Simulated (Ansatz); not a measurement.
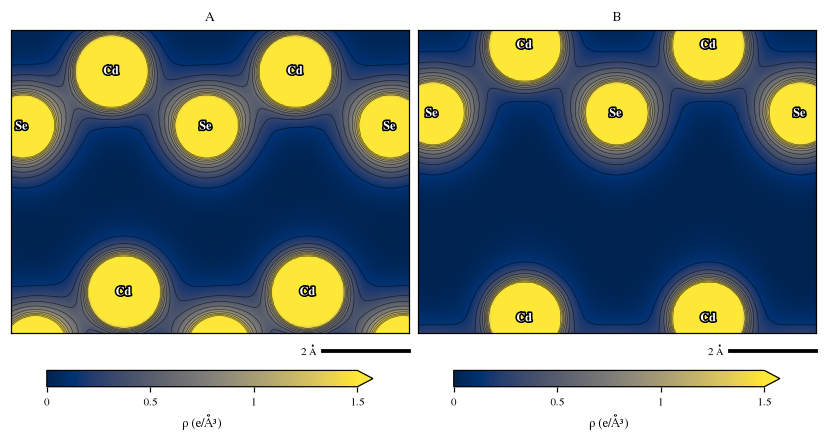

CdSe. The valence pseudo-density of two cells that differ in size and shape, on the (101̄) plane of each (indices in the axes of the calculation cell), at one length scale and on one colour scale; one has 23.9 and the other 29.5 Å³ an atom.

The calculation used DFT PBEsol, scalar-relativistic, plane waves, PAW (Ansatz 0.2.0).

In a PAW calculation such maps are meaningful between the atoms, not at the nuclei.

The larger cell:

```
Cd Se
1.0
     0.00000    3.19338    3.04131
     3.04131    0.00000    3.04131
     3.04131    3.19338    0.00000
Cd Se
1 1
Cartesian
  0.0000 0.0000 0.0000
  4.5620 4.7901 4.5620
```

The smaller cell: a = 3.993 Å, b = 4.303 Å, c = 3.834 Å, α = 58.44°, β = 66.65°, γ = 59.88°.

Q: Which panel shows the smaller cell, and what does the compression change?

A: Panel A is the smaller cell, by 19 % in volume. From the larger cell to the smaller, Cd–Se goes from 2.68 to 2.45 Å, and the density at its midpoint from 0.36 to 0.53 e/Å³; the pressure goes from −2.3 to 12 GPa; the Kohn–Sham gap goes from 0.33 eV to 0.40 eV.
